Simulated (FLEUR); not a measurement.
# Ge: 7 runs along one coordinate

System: Ge (2 atoms in the cell).
Method: Kohn-Sham DFT of a periodic cell, PBEsol, all-electron, no spin polarisation (FLEUR MaX-R8.1 (later development tree)).

The 7 runs differ only in the geometry, by an even scaling of the cell at fixed fractional positions. The structure derives from a Materials Project entry.

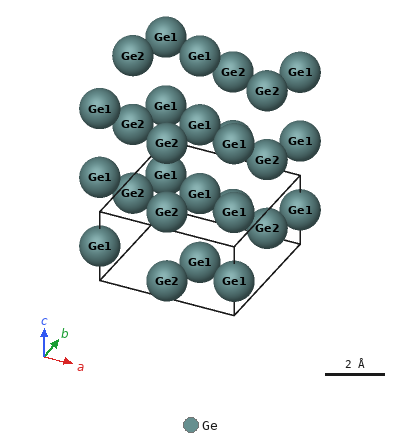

Figure 1. The structure of run 4 (spheres-only view of the cell 2 times as large as that of the calculation, set on its symmetry axes, repeated 1 × 1 × 3, seen at an oblique angle; atoms are numbered from 1 in the order of the input). An atom can appear more than once, as a periodic image.

## Input of run 4
```
<?xml version="1.0" encoding="UTF-8" standalone="no"?>
<fleurInput fleurInputVersion="0.39">
   <comment>
      Ge                                                                                                  
   </comment>
   <calculationSetup>
      <cutoffs Kmax="4.34" Gmax="13.4" GmaxXC="13.4" numbands="0"/>
      <scfLoop itmax="60" minDistance="0.00001" maxIterBroyd="15" imix="Anderson" alpha="0.05" precondParam="0.0" spinf="2.0" sdNocoIR="T"/>
      <coreElectrons ctail="T" frcor="F" kcrel="0" coretail_lmax="0"/>
      <xcFunctional name="PBEs" relativisticCorrections="F"/>
      <magnetism jspins="1"/>
      <soc l_soc="F" theta="0.0" phi="0.0" spav="F"/>
      <expertModes spex="0" secvar="F"/>
      <geometryOptimization l_f="T" forcealpha="1.0" forcemix="BFGS" epsdisp="0.0005" epsforce="0.0002"/>
      <ldaU l_linMix="F" mixParam="0.05" spinf="1.0"/>
   </calculationSetup>
   <cell>
      <bzIntegration valenceElectrons="44.0" mode="hist" fermiSmearingEnergy="0.00183747">
         <kPointListSelection listName="default-1"/>
         <!-- k-points included here -->
         <xi:include xmlns:xi="http://www.w3.org/2001/XInclude" href="kpts.xml"> </xi:include>
      </bzIntegration>
      <!-- symmetry operations included here -->
      <xi:include xmlns:xi="http://www.w3.org/2001/XInclude" href="sym.xml"> </xi:include>
      <bulkLattice scale="1.0">
         <bravaisMatrix>
            <row-1>   -4.8650804795084124     4.8650804795084124     2.6407271787013786</row-1>
            <row-2>    4.8650804795084124    -4.8650804795084124     2.6407271787013786</row-2>
            <row-3>    4.8650804795084124     4.8650804795084124    -2.6407271787013786</row-3>
         </bravaisMatrix>
      </bulkLattice>
   </cell>
   <atomSpecies>
      <species name="Germanium (Ge)" element="Ge" atomicNumber="32">
         <mtSphere radius="2.26" gridPoints="771" logIncrement="0.016"/>
         <atomicCutoffs lmax="9" lnonsphr="9"/>
         <electronConfig flipSpins="F">
            <coreConfig>(1s1/2) (2s1/2) (2p1/2) (2p3/2)</coreConfig>
            <valenceConfig>(3s1/2) (3p1/2) (3p3/2) (4s1/2) (3d3/2) (3d5/2) (4p1/2) (4p3/2)</valenceConfig>
            <stateOccupation state="(4p1/2)" spinUp="0.333333" spinDown="0.333333"/>
            <stateOccupation state="(4p3/2)" spinUp="0.666667" spinDown="0.666667"/>
         </electronConfig>
         <energyParameters s="4" p="4" d="3" f="4"/>
         <lo type="SCLO" l="0" n="3" eDeriv="0"/>
         <lo type="SCLO" l="1" n="3" eDeriv="0"/>
         <lo type="SCLO" l="1" n="3" eDeriv="1"/>
         <lo type="HELO" l="2" n="4" eDeriv="0"/>
         <lo type="HELO" l="2" n="4" eDeriv="1"/>
         <lo type="SCLO" l="3" n="4" eDeriv="2"/>
      </species>
   </atomSpecies>
   <atomGroups>
      <atomGroup species="Germanium (Ge)">
         <relPos label="                   1">-3.000/8.000 3.000/8.000 -1.000/4.000</relPos>
         <relPos label="                   2">3.000/8.000 -3.000/8.000 1.000/4.000</relPos>
         <force calculate="T" relaxXYZ="TTT"/>
      </atomGroup>
   </atomGroups>
   <output dos="F" band="F" slice="F">
      <checks vchk="F" cdinf="F"/>
      <bandDOS minEnergy="-.5*Htr" maxEnergy="0.5*Htr" sigma="0.015" storeEVData="T"/>
      <vacuumDOS vacdos="F" integ="F" star="F" nstars="0" locx1="0.0" locy1="0.0" locx2="0.0" locy2="0.0" nstm="0" tworkf="0.0"/>
      <unfoldingBand unfoldBand="F" supercellX="1" supercellY="1" supercellZ="1"/>
      <plotting iplot="0" polar="F">
         <plot TwoD="T" vec1="  1.0  0.0  0.0" vec2="  0.0  1.0  0.0" vec3="  0.0  0.0  1.0" zero="  0.0  0.0  0.0" file="plot"/>
      </plotting>
      <chargeDensitySlicing numkpt="0" minEigenval="0.0" maxEigenval="0.0" nnne="0" pallst="F"/>
      <specialOutput eonly="F"/>
      <moessbauerParams electricFieldGradient="T" isomerShift="T" coreHyperfine="T" valenceHyperfine="T"/>
      <magneticCircularDichroism mcd="F" energyLo="-10.0" energyUp="0.0"/>
   </output>
  <!-- We include the file relax.xml here to enable relaxations (see documentation) -->
  <xi:include xmlns:xi="http://www.w3.org/2001/XInclude" href="relax.xml"> <xi:fallback/> </xi:include>
</fleurInput>
```

Command:
```bash
inpgen -f crystal.txt -profile fastHighL; fleur_MPI
```

Run 5 has the same physical settings and fractional positions; its lattice vectors (Å) are:
```
  -2.591540    2.591540    1.406667
   2.591540   -2.591540    1.406667
   2.591540    2.591540   -1.406667
```

## Results, with one run withheld

```csv
run,volume per atom (Å³),"free energy per atom, from the lowest run given (meV)"
1,17.413,13.66
2,17.783,4.89
3,18.154,0.47
4,18.524,0.00
5,18.895,?
6,19.265,9.21
7,19.636,18.25
```

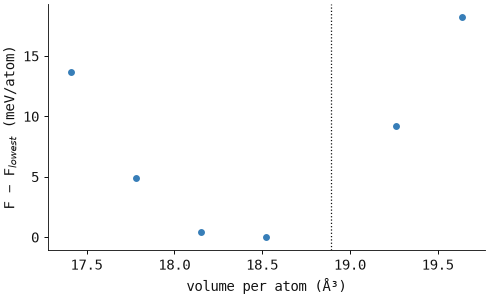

Figure 2. Free energy per atom of the runs given; the dotted line marks run 5.

Fit the runs given and predict run 5.

A cubic polynomial in V^(−2/3) (the Birch–Murnaghan form), fitted to the 6 runs given, misses them by at most 0.01 meV per atom. With x = V^(−2/3) − 0.14330 Å⁻², it reads F = −0.22632 − 248.05 x + 4.9156e+05 x² + 6.8969e+05 x³ (meV per atom). At run 5 it gives 3.03 meV per atom, and the run itself gives 3.01. The fit has its minimum at 18.386 Å³ per atom, where V d²F/dV² gives 78.5 GPa. Cell shape and fractional positions are held, so this is the stiffness under even scaling; the relaxed bulk modulus wasn't computed.

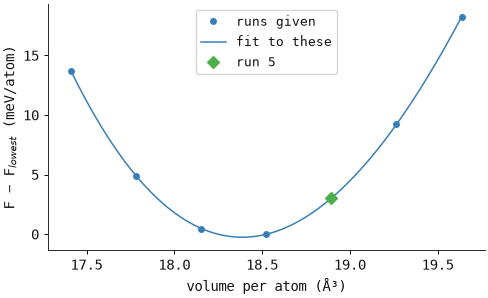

Figure 3. The fit and the withheld run.

## Output (run 5)
```
Welcome to FLEUR        (www.flapw.de)
      MaX-Release 8.1          (www.max-centre.eu)

 ========== k-point set info ==========
 Selected k-point list: default-1
 k-point list type: mesh
 11 x 11 x 11
 Number of k points: 126

 ------------Calculation Setup---------------------------
 Number of MPI-tasks      :            1
 Number of PE/node        :            1
 Number of OMP-threads    :            1
 Most efficient MPI parallelization for:
           1           2           3           6           7           9          14          18          21          42          63         126
 Additional eigenvalue parallelization possible
 Number of basis functions:          448
 Approximate size of matrices (H+S) per k-point:         0.003 GB
 --------------------------------------------------------

 Iteration:     1   Distance:       4.80952959 me/bohr^3

 Iteration:     2   Distance:       4.44066874 me/bohr^3

 Iteration:     3   Distance:       2.00092794 me/bohr^3

 Iteration:     4   Distance:       0.17872832 me/bohr^3

 Iteration:     5   Distance:       0.15390919 me/bohr^3

 Iteration:     6   Distance:       0.02200171 me/bohr^3

 Iteration:     7   Distance:       0.00624182 me/bohr^3

 Iteration:     8   Distance:       0.00227688 me/bohr^3

 Iteration:     9   Distance:       0.00021533 me/bohr^3

 Iteration:    10   Distance:       0.00027672 me/bohr^3

 Iteration:    11   Distance:       0.00001180 me/bohr^3

 Iteration:    12   Distance:       0.00000297 me/bohr^3

 ********************************************************************
 Run finished successfully
 Stop message:
   all done
 ********************************************************************
```
